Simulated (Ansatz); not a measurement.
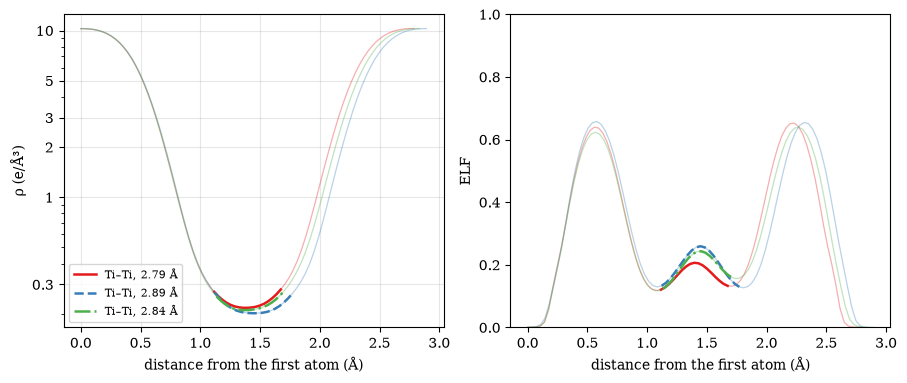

Ti (slab). Valence electron density and ELF along straight lines between neighbouring atoms. Thin, pale parts lie inside the atomic spheres.

Computed without spin polarisation.

Theory: DFT PBEsol, scalar-relativistic, plane waves, PAW in Ansatz 0.2.0.

The density is the valence pseudo-density of a PAW calculation; it isn't the true density close to the nuclei.

```yaml
crystal:
  lattice:
    - [2.90048, 0.00000, 0.00000]
    - [0.00000, 4.59092, 0.00000]
    - [0.00000, 0.00000, 28.39672]
  atoms:
    - { symbol: Ti, position: [0.00000, 0.75000, 0.26720] }
    - { symbol: Ti, position: [0.50000, 0.25000, 0.29596] }
    - { symbol: Ti, position: [0.50000, 0.75000, 0.35171] }
    - { symbol: Ti, position: [0.00000, 0.25000, 0.38245] }
    - { symbol: Ti, position: [0.00000, 0.75000, 0.44050] }
    - { symbol: Ti, position: [0.50000, 0.25000, 0.47053] }
    - { symbol: Ti, position: [0.50000, 0.75000, 0.52947] }
    - { symbol: Ti, position: [0.00000, 0.25000, 0.55950] }
    - { symbol: Ti, position: [0.00000, 0.75000, 0.61755] }
    - { symbol: Ti, position: [0.50000, 0.25000, 0.64829] }
    - { symbol: Ti, position: [0.50000, 0.75000, 0.70404] }
    - { symbol: Ti, position: [0.00000, 0.25000, 0.73280] }
```

Q: Compare the contacts.

A: Ti–Ti (2.79 Å): the density is about 0.22 e/Å³ at the midpoint; the ELF is about 0.20 at the midpoint; no shared electron pair shows on this line.
Ti–Ti (2.89 Å): ρ at the midpoint is about 0.2 e/Å³; the ELF is about 0.25 at the midpoint: no shared electron pair shows on this line.
Ti–Ti (2.84 Å): ρ at the midpoint is about 0.21 e/Å³; the ELF is about 0.25 at the midpoint; no shared electron pair shows on this line.
